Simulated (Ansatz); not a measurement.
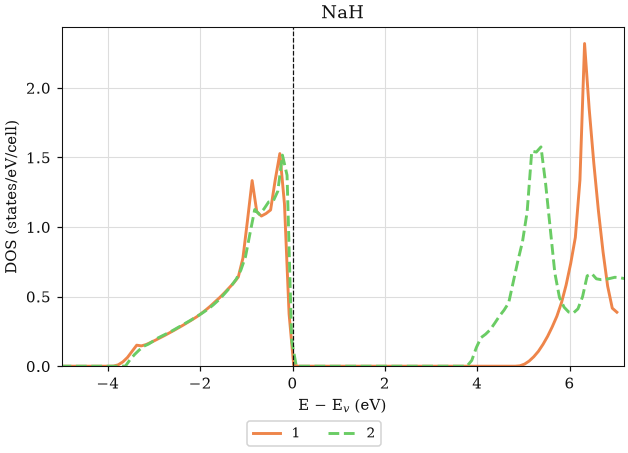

Total densities of states of NaH, space group Fm-3m, 2 atoms in the cell, by two methods on the same cell. Each is counted from its own valence-band top.

Question: Which curve is which? The methods: HSE06, PBE.

Answer: 1 is HSE06; 2 is PBE. HSE06 gives a gap of 4.85 eV and PBE gives a gap of 3.76 eV.

Settings. HSE06: DFT HSE06, scalar-relativistic, plane waves, PAW, no spin polarisation, 6×6×6 k mesh, 420 eV cutoff, Gaussian smearing of 0.02 eV (Ansatz). PBE: DFT PBE, scalar-relativistic, plane waves, PAW, no spin polarisation, 8×8×8 k mesh, 420 eV cutoff, Gaussian smearing of 0.02 eV (Ansatz 0.2.0).

The structure is an invented one, so it need not be a known or stable phase.
